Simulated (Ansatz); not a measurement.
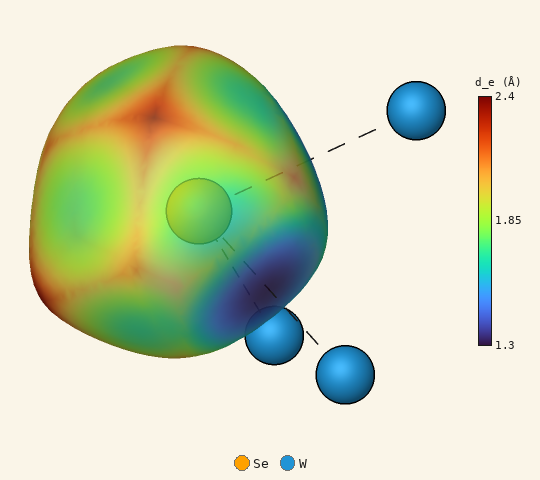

Hirshfeld surface computed for one Se atom in WSe₂ (R-3m, No. 166), coloured by d_e. Dashed lines lead to the closest neighbours outside.

The surface is where the fragment's share of the procrystal density (the sum of the densities of spherically averaged neutral Hartree-Fock atoms) equals one half. d_i and d_e are the distances from the surface to the nearest nucleus inside and outside. From Rb on the atoms have core potentials, so only their outer electrons count.

Origin of the cell: the geometry relaxed with Ansatz 0.2.0, DFT, PBE-D4, plane waves, PAW; the starting structure was generated, so it need not be a known form of this composition.

```cif
data_structure
_symmetry_space_group_name_H-M 'R-3m:H'
_symmetry_Int_Tables_number 166
_cell_length_a 3.2424
_cell_length_b 3.2424
_cell_length_c 19.1308
_cell_angle_alpha 90.000
_cell_angle_beta 90.000
_cell_angle_gamma 120.000
_cell_volume 174.18
loop_
_atom_site_label
_atom_site_type_symbol
_atom_site_symmetry_multiplicity
_atom_site_Wyckoff_symbol
_atom_site_fract_x
_atom_site_fract_y
_atom_site_fract_z
_atom_site_occupancy
W1 W 3 a 0.00000 0.00000 0.00000 1
Se1 Se 6 c 0.00000 0.00000 0.24263 1
```

> What is the shortest distance from the fragment to an atom outside it?

Se–W, 2.55 Å.

> How is the surface shared among contacts (nearest atom inside ··· nearest atom outside)?

Se···Se 66 %, Se···W 34 %. The surface faces 12 neighbours with more than 2 % of its area each: 9 Se + 3 W.

> Give the size and shape of the surface.

It encloses about 16.7 Å³, has an area of about 32 Å² and a globularity of 0.99 (1 for a sphere).
